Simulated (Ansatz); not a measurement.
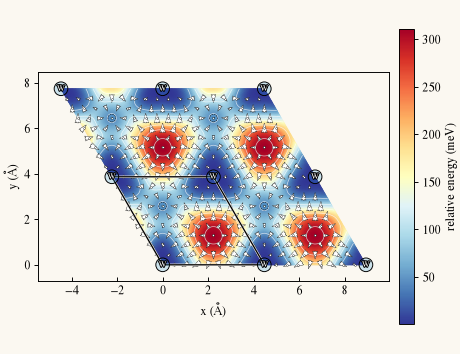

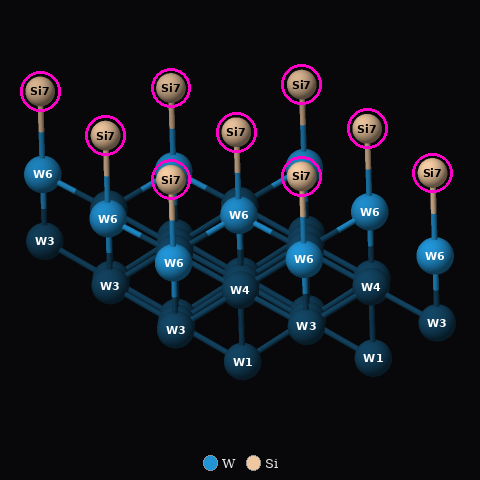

Energy landscape of Si on a W(111) slab cut from the Im-3m phase, its upper half relaxed before the scan (6 atoms of substrate and one adsorbate in a 1 × 1 cell). 
- Si is moved over the surface cell at a fixed height above a rigid substrate; the origin of the map has the adsorbate above W6; the height is held at 3.10 Å.
- Places are given modulo a cell vector. The map is drawn in real space over the plane of the surface.
- The scan uses a 9 × 9 grid; 19 points were computed and 62 follow by symmetry.
- All energies are given in meV relative to the lowest grid point.
- The runs have no spin polarisation, so an open-shell adsorbate far from the surface lies too high. With one adsorbate in each 1 × 1 cell, its nearest image is 4.5 Å away, so neighbouring adsorbates interact. At a fixed height the lowest place need not be the adsorption site.
- The calculation used DFT PBE+D3(BJ), scalar-relativistic, plane waves, PAW in Ansatz 0.2.0. Settings: cutoff 420 eV, k-mesh 6×6×1, gaussian smearing 0.1 eV, no spin polarisation.

In the figure: a smooth colour map with a few white contour lines, dots at the grid points, arrows along the force (downhill), their lengths compressed, labelled circles for the atoms of the top layer and small ones for the second layer, the outline of one cell of the 2 × 2 shown. Between grid points the surface is interpolated. The second picture is the structure at the lowest point; rings mark the moved atoms.

### Where are the wells?

The lowest grid point is at the top site over a surface W atom, (0/9, 0/9) of the cell vectors. A higher local minimum lies near a threefold hollow over a second-layer W atom, (3/9, 6/9) of the cell vectors (46 meV above the lowest at that grid point). The highest grid point, a threefold hollow over a third-layer W atom, (6/9, 3/9) of the cell vectors, lies 311 meV above the lowest. On the interpolated surface the easiest way out of the lowest well to the well at a threefold hollow over a second-layer W atom, (3/9, 6/9) of the cell vectors passes a barrier of about 79 meV.

The input of one point:

```yaml
crystal:
  lattice:
    - [4.4682526324, 0.0, 0.0]
    - [-2.2341263162, 3.8696202902, 0.0]
    - [0.0, 0.0, 21.7259061349]
  atoms:
    - { symbol: W, position: [0.6666666667, 0.3333333333, 0.1841119986] }
    - { symbol: W, position: [0.3333333333, 0.6666666667, 0.226093136] }
    - { symbol: W, position: [0.0, 0.0, 0.2680742733] }
    - { symbol: W, position: [0.6666666667, 0.3333333333, 0.3070897866] }
    - { symbol: W, position: [0.3333333333, 0.6666666667, 0.3466976876] }
    - { symbol: W, position: [0.0, 0.0, 0.3832248047] }
    - { symbol: Si, position: [0.0, 0.0, 0.5259116036] }
basis:
  ecutwfc: 420
kpoints:
  mp_grid: { grid: [6, 6, 1] }
hamiltonian:
  xc: pbe
  pseudopotentials: { kind: paw, azcp: { folder: soft_1 } }
  dispersion: d3bj
scf:
  occupations: { method: gaussian, width: 0.1 }
output:
  forces: true
  eigenvalues: true
efield:
  axis: 3
  dipole_correction: true
  ramp_width: 0.04
```

The whole map (19 points run) took 37 min on 1 thread of Arm Neoverse N1 (shared host).
